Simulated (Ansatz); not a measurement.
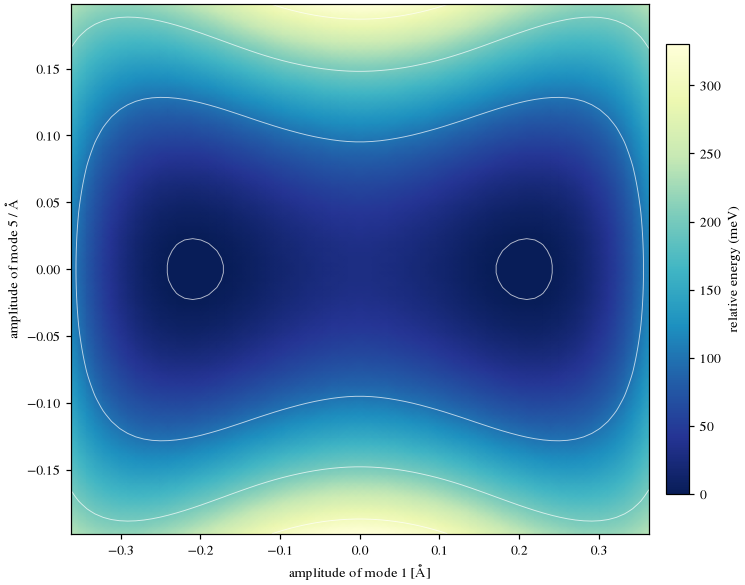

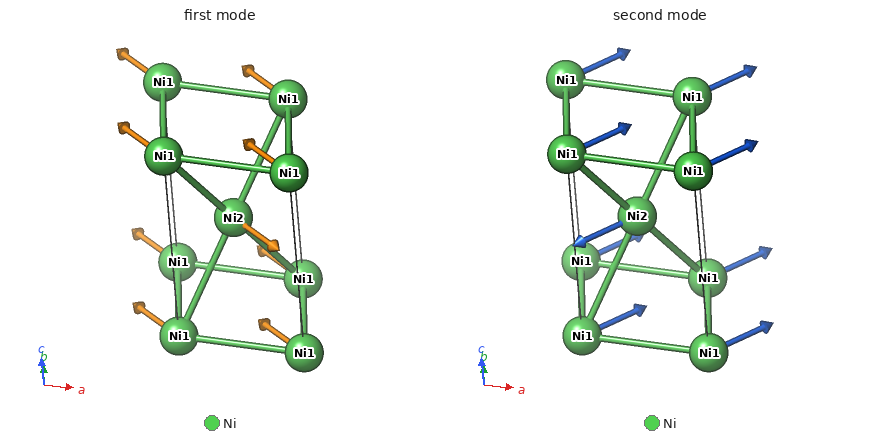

Energy landscape of Ni (Im-3m, No. 229; 2 atoms in the cell). The energy is mapped over two normal modes frozen in (zone-centre modes of the 2-atom cell of this scan, which folds in the wave vector (0, 0, 1/2) of the primitive cell). The first coordinate is: amplitude of mode 1 (83i cm⁻¹), largest displacement; the second: amplitude of mode 5 (188 cm⁻¹), largest displacement. Nothing is relaxed (the cell and all other modes fixed). The scan uses a 7 × 7 grid; 16 points were computed and 33 follow by symmetry. Points are written as (first, second). Energies: meV per cell, counted from the lowest grid point. The electronic state followed may not be the lowest one. Computed with Ansatz 0.2.0, DFT PBE, scalar-relativistic, plane waves, PAW. Settings: cutoff 520 eV, k-mesh 20×20×12 in the order of the run's cell vectors, gaussian smearing 0.15 eV, spin-polarised.

Drawn: a smooth colour map with a few white contour lines. Between grid points the surface is interpolated. The second picture is the reference structure; its two panels give the patterns of the first and the second mode as arrows.

**Summarise what can be read from the map.**

The lowest grid point is at (−0.242 Å, 0.000 Å); the map holds 2 wells of about this depth. The reference structure, at (0.000 Å, 0.000 Å), is a saddle of this map. It is the only kind of minimum in the scanned range. Relaxing all atoms from the lowest point lowers the energy by a further 4.9 meV. The highest grid point, (0.000 Å, −0.198 Å), lies 330 meV above the lowest. On the interpolated surface the easiest way out of the lowest well to a well of about the same depth near (0.242 Å, 0.000 Å) passes a barrier of about 34 meV, counted from the interpolated bottom of the well. The reference (Im-3m) is not the lowest structure on this map: a distortion lowers the energy (space group Cmcm at the lowest grid point).

Each point was launched as `ansatz run input.yaml --threads 2 --pin off --max-ram 4096MiB --backend cpu --events-out ev --progress --plain --runs-dir out`. Time for the 16 points that were run: 21 min on 2 threads of Arm Neoverse V1 (shared host).

PAW datasets: the set soft_1.
